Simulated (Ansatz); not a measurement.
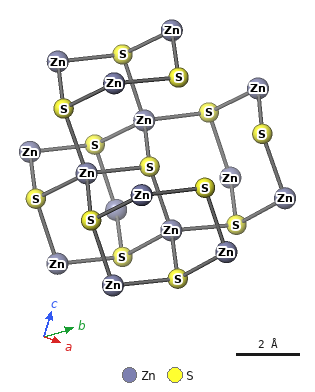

A defect cell of composition Zn$_{26}$S$_{27}$ (cell charge −1), before the relaxation. A ball-and-stick model of the atoms within 5.0 Å of the atom that moves most (axes of the cell of the calculation), seen slightly off an axis.

Case: Zn vacancy (site a), charge -1, atoms relaxed at the host's cell.

These are results of DFT PBE, scalar-relativistic, plane waves, PAW (Ansatz), not measurements.

(plane-wave cutoff 420 eV; k-point mesh 2 × 2 × 2; occupations gaussian; smearing width 0.01 eV; collinear spin; atoms relaxed in a fixed cell; force threshold 0.025 eV/Å; at most 45 steps)

```
CELL_PARAMETERS angstrom
8.16346 0.00000 8.16346
8.16346 8.16346 0.00000
0.00000 8.16346 8.16346
ATOMIC_POSITIONS crystal
Zn 0.33163 0.66404 0.99857
Zn 0.33176 0.00515 0.99863
Zn 0.66396 0.33171 0.99859
Zn 0.66655 0.66653 0.99990
Zn 0.66412 0.00514 0.99860
Zn 0.00514 0.33175 0.99865
Zn 0.00533 0.66403 0.99855
Zn 0.00001 0.00003 0.99951
Zn 0.33165 0.33168 0.33090
Zn 0.33299 0.66655 0.33344
Zn 0.33168 0.00526 0.33097
Zn 0.66653 0.33300 0.33343
Zn 0.66656 0.66655 0.33343
Zn 0.66587 0.00045 0.33278
Zn 0.00526 0.33170 0.33095
Zn 0.00043 0.66588 0.33279
Zn 0.00047 0.00046 0.33277
Zn 0.33176 0.33176 0.67198
Zn 0.33164 0.66406 0.67219
Zn 0.33261 0.99999 0.66692
Zn 0.66403 0.33171 0.67211
Zn 0.66581 0.66585 0.66737
Zn 0.66587 0.00045 0.66733
Zn 0.99999 0.33262 0.66692
Zn 0.00045 0.66586 0.66733
Zn 0.00002 0.00003 0.66689
S 0.25220 0.25264 0.24524
S 0.25034 0.58288 0.24976
S 0.25037 0.91657 0.24977
S 0.58284 0.25036 0.24976
S 0.58316 0.58316 0.25005
S 0.58288 0.91655 0.24978
S 0.91655 0.25036 0.24978
S 0.91657 0.58287 0.24976
S 0.91653 0.91654 0.24996
S 0.25001 0.25002 0.58319
S 0.25035 0.58290 0.58344
S 0.25001 0.91631 0.58320
S 0.58288 0.25036 0.58343
S 0.58283 0.58286 0.58345
S 0.58304 0.91652 0.58345
S 0.91630 0.25003 0.58321
S 0.91650 0.58306 0.58345
S 0.91653 0.91654 0.58342
S 0.24969 0.24880 0.91691
S 0.24728 0.57849 0.91996
S 0.25001 0.91632 0.91692
S 0.58080 0.24966 0.91875
S 0.58283 0.58287 0.91727
S 0.58290 0.91654 0.91724
S 0.91628 0.25003 0.91692
S 0.91657 0.58288 0.91724
S 0.91634 0.91629 0.91691
```

What does the optimiser find from here?

Over 3 accepted moves (4 points after the start) the energy falls by 45.2 meV per cell of the calculation. The largest force component goes from 0.36 to 0.004 eV/Å. The line search rejected the trial step at point 3 of the run. The atom that moves furthest is S45 (0.061 Å along [1 2 1]). Largest moves by element: S 0.061 Å, Zn 0.028 Å. The cell stays as it was. Near-neighbour distances that change, for instance: Zn19–S46 2.336 → 2.299 Å, Zn11–S27 2.332 → 2.299 Å, Zn21–S48 2.325 → 2.300 Å, Zn7–S46 2.281 → 2.299 Å. Bond angles that change, for instance: S36–Zn18–S45 110.2° → 112.6°. The run took 6.9 min on 8 threads of Intel(R) Xeon(R) Platinum 8488C (Sapphire Rapids) (shared host), peak memory 12 GiB.

Step by step:

```
step  E − E(0), meV/atom  largest force component, eV/Å      note
   0                0.00                         0.3632          
   1               -0.51                         0.1607          
   2               -0.83                         0.0344          
   3               -0.80                         0.0545  rejected
   4               -0.85                         0.0040
```

The end point in the same view:

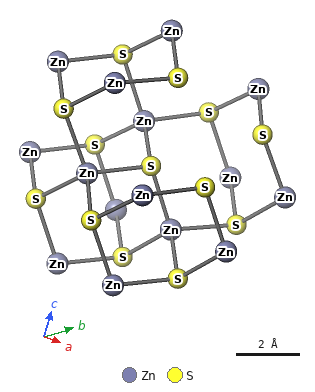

Limits of the set-up: the cell is charged, on a uniform background, and energies carry no finite-size correction.
